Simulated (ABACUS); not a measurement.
**Energy of Gd along an even scaling of the cell**

System: Gd (Im-3m, 1 atom in the cell).
Method: Kohn-Sham DFT of a periodic cell, PBE, PseudoDojo NC SR 0.4.1 PBE standard, lanthanides 3+ (f in core), spin-polarised (ABACUS 3.10.1).

The 7 runs differ only in the geometry, by an even scaling of the cell at fixed fractional positions. The structure derives from an entry of the Crystallography Open Database.

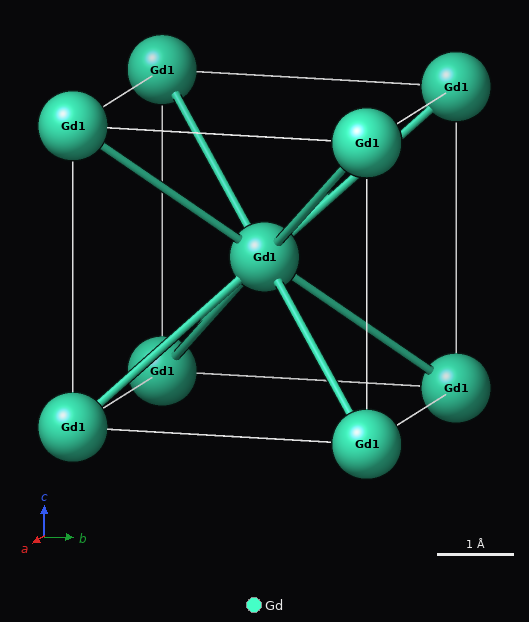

Figure 1. The structure of run 4 (ball-and-stick view of the cell 2 times as large as that of the calculation, set on its symmetry axes, seen slightly off an axis; atoms are numbered from 1 in the order of the input).

### Input of run 4
```
INPUT_PARAMETERS
suffix              Gd
calculation         scf
basis_type          pw
pseudo_dir          ./
symmetry            1
dft_functional      pbe
ecutwfc             52
pseudo_rcut         10
nspin               2
nbands              10
ks_solver           dav
smearing_method     fd
smearing_sigma      0.00367493
scf_thr             1e-08
scf_nmax            100
mixing_type         broyden
mixing_beta         0.4
cal_force           1
cal_stress          1
kpar                4
```

### File STRU of run 4
```
ATOMIC_SPECIES
Gd 157.2500 Gd.upf

LATTICE_CONSTANT
1.8897261246

LATTICE_VECTORS
-2.0250000000 2.0250000000 2.0250000000
2.0250000000 -2.0250000000 2.0250000000
2.0250000000 2.0250000000 -2.0250000000

ATOMIC_POSITIONS
Direct

Gd
0.0
1
0.0000000000 0.0000000000 0.0000000000 1 1 1 mag 0
```

### File KPT of run 4
```
K_POINTS
0
Gamma
9 9 9 0 0 0
```

Command:
```bash
OMP_NUM_THREADS=1 mpirun -np 4 abacus > log
```

Run 3 differs from it as follows:
```diff
--2.0250000000 2.0250000000 2.0250000000
-2.0250000000 -2.0250000000 2.0250000000
-2.0250000000 2.0250000000 -2.0250000000
+-2.0114089865 2.0114089865 2.0114089865
+2.0114089865 -2.0114089865 2.0114089865
+2.0114089865 2.0114089865 -2.0114089865
```

### Results, with one run withheld

```tsv
run	volume per atom (Å³)	free energy per atom, from the lowest run given (meV)	pressure (GPa)
1	31.222	5.20	1.73
2	31.886	0.00	0.82
3	32.551	?	?
4	33.215	0.02	−0.76
5	33.879	4.65	−1.44
6	34.544	11.99	−2.07
7	35.208	21.81	−2.64
```

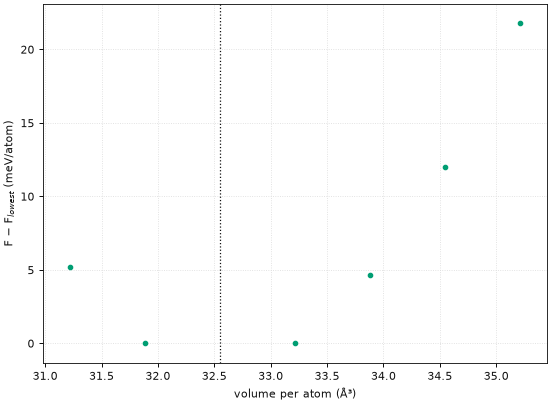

Figure 2. Free energy per atom of the runs given; the dotted line marks run 3.

Estimate the energy of run 3 from the others.

A cubic polynomial in V^(−2/3) (the Birch–Murnaghan form), fitted to the 6 runs given, misses them by at most 0.01 meV per atom. With x = V^(−2/3) − 0.09666 Å⁻², it reads F = 0.32739 − 2683.7 x + 9.2627e+05 x² − 2.2279e+06 x³ (meV per atom). At run 3 it gives −1.62 meV per atom, and the run itself gives −1.63. The slope of the fit gives a pressure −dF/dV of −0.02 GPa there, and the run prints −0.01 GPa. The fit has its minimum at 32.538 Å³ per atom, where V d²F/dV² gives 38.6 GPa: the bulk modulus at this level, since symmetry fixes the shape and the positions.

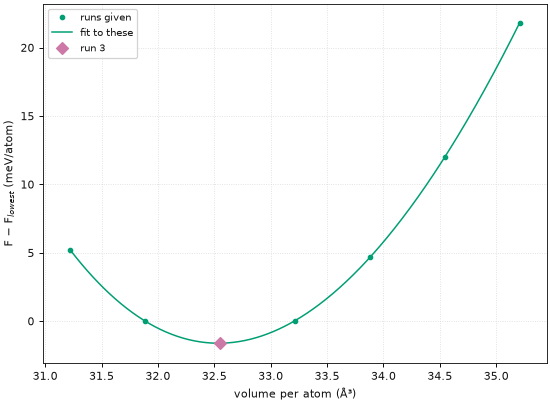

Figure 3. The fit and the withheld run.

### Some lines of the output (run 3)
```
[...]
 E_Fermi        0.7801113674         10.6139596712
 E_Fermi        0.7773281391         10.5760919070
 E_Fermi        0.7761086422         10.5594998004
 E_Fermi        0.7738986838         10.5294317748
 E_Fermi        0.7740054618         10.5308845640
 E_Fermi        0.7740974813         10.5321365532
 E_Fermi        0.7740414733         10.5313745253
 E_Fermi        0.7740175077         10.5310484567
 E_KS(sigma->0) -83.2014429922       -1132.0137065164
 E_Fermi        0.7740248328         10.5311481197
 final etot is -1132.0231126 eV
 EFERMI = 10.53114812 eV
 TOTAL-PRESSURE: -0.054948 KBAR
 !FINAL_ETOT_IS -1132.0231125501388760 eV
```

Notes: Points of doubt noted for this run: f electrons in core.
